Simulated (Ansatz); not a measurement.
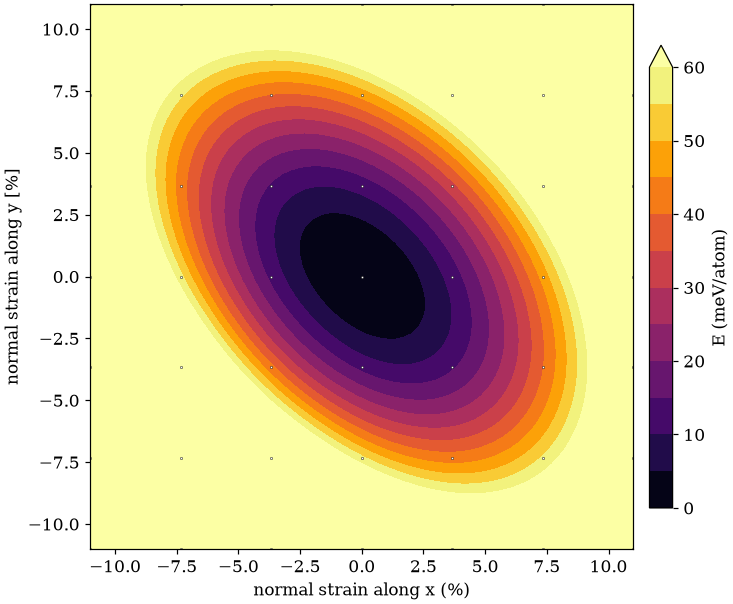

TiAl3 (I4/mmm, No. 139; 4 atoms in the cell). The energy is mapped over two homogeneous strains (x along [1 0 0], y along [0 1 0], z along [0 0 1] of the conventional cell). First axis: normal strain along x. Second axis: normal strain along y. Nothing is relaxed (fractional coordinates fixed). The scan uses a 7 × 7 grid; 28 points were computed and 21 follow by symmetry. Points are written as (first, second). Energies are in meV/atom, from the lowest grid point. All numbers below come from DFT PBE, scalar-relativistic, plane waves, PAW (Ansatz). Settings: cutoff 520 eV, k-mesh 14×14×14, gaussian smearing 0.15 eV, no spin polarisation.

Drawn: filled contours, dots at the grid points, one colour for all values above the top of the scale. Between grid points the surface is interpolated.

Q: Where is the minimum, and how stiff is the crystal against these two strains (in GPa)?

A: The interpolated minimum is at 0.0 % and 0.0 %. Divided by the cell volume of 63.7 Å³, the second derivatives of the energy there are about 193 GPa along the first strain and 193 GPa along the second, with a cross term of about 85 GPa (clamped ions). Round the minimum the valley is somewhat tilted: raising normal strain along x shifts the best value of normal strain along y downwards (coupling k₁₂/√(k₁₁k₂₂) about 0.4).

PAW datasets: the set soft_1.
